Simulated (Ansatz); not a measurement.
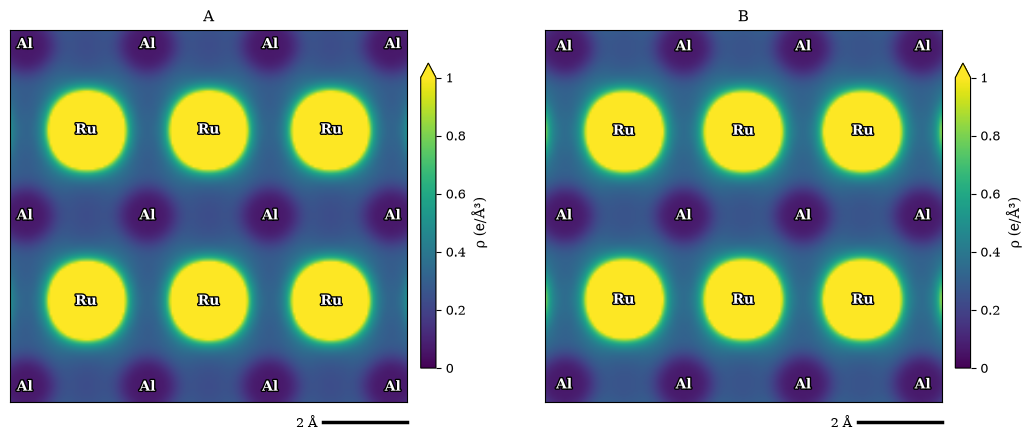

AlRu. The valence charge density (pseudo) of two cells that differ in size and shape, on the (101̄) plane of each (indices in the axes of the calculation cell), at one length scale and on one colour scale; one has 11.5 and the other 12.1 Å³ an atom.

Method: DFT PBEsol, scalar-relativistic, plane waves, PAW (Ansatz).

The density is the valence pseudo-density of a PAW calculation; it isn't the true density close to the nuclei.

Question: Which panel shows the smaller cell, and what does the compression change?

Answer: Panel B is the smaller cell, by 5 % in volume. From the larger cell to the smaller, Al–Ru goes from 2.50 to 2.46 Å, and the density at its midpoint from 0.41 to 0.45 e/Å³; the pressure goes from 23 to 41 GPa.
